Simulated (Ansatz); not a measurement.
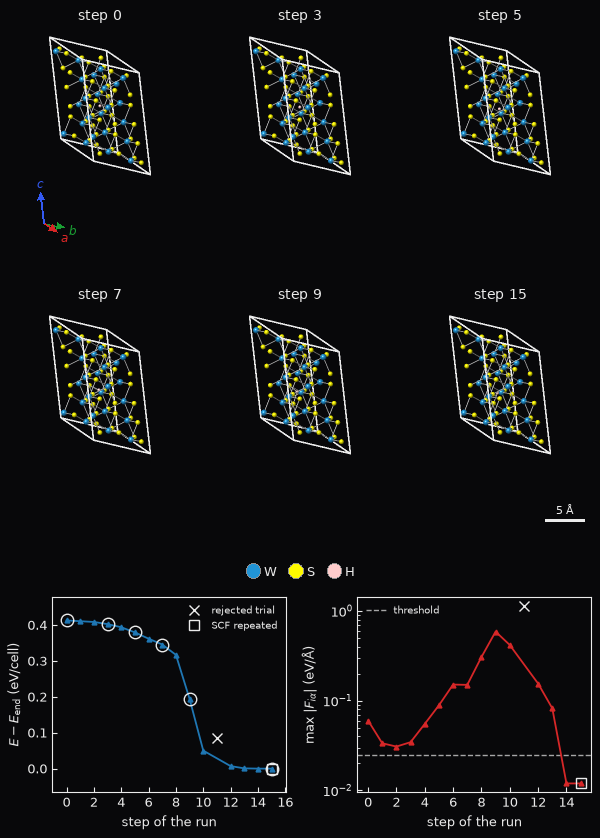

Frames of a relaxation of a defect cell of composition HW24S48 (coarse preliminary run), marked on the history of the run. The picture is a ball-and-stick view of the cell of the calculation (origin shifted), seen slightly off an axis.

Case: H interstitial, charge +0, atoms relaxed at the host's cell. The atoms of the start lie slightly off their symmetric places, so part of the fall in energy undoes that.

Level of theory: DFT PBE, scalar-relativistic, plane waves, PAW (Ansatz). Settings: plane-wave cutoff 420 eV; k-point mesh 1 × 1 × 1; occupations gaussian; smearing width 0.01 eV; collinear spin; atoms relaxed in a fixed cell; force threshold 0.025 eV/Å; at most 45 steps.

Q: Describe the path.

A: Over 13 accepted moves (15 points after the start) the energy falls by 0.413 eV per cell of the calculation. Largest force component: 0.06 eV/Å at the start, 0.012 eV/Å at the end. The line search rejected the trial step at point 11 of the run. 1 step only repeated the SCF at the same geometry. The H atom moves most: 1.19 Å along [−2 −1 −3]. By element the largest moves are H 1.19 Å, S 0.20 Å, W 0.06 Å. The cell stays as it was. Some distances before and after: H–S 2.813 → 1.435 Å, S–W 2.420 → 2.674 Å, W–W 3.188 → 3.228 Å, S–W 2.420 → 2.446 Å. New bonds form, among them: H–S (2.81 → 1.43 Å). Among the angles between lasting bonds that change: W–S–W 82.4° → 78.0°, S–W–S 135.3° → 138.4°, S–W–S 81.0° → 83.9°. The run took 7.2 min on 4 threads of Intel(R) Xeon(R) CPU @ 2.80GHz (Skylake/Cascade Lake) (shared host), peak memory 3.5 GiB. From step 0 to 3: the H atom moves most (0.27 Å), energy −10.2 meV per cell of the calculation. From step 3 to 5: the H atom moves most (0.39 Å), energy −23.0 meV per cell of the calculation. From step 5 to 7: the H atom moves most (0.39 Å), energy −33.8 meV per cell of the calculation. From step 7 to 9: the H atom moves most (0.37 Å), energy −0.151 eV per cell of the calculation. From step 9 to 15: the H atom moves most (0.37 Å), energy −0.194 eV per cell of the calculation.
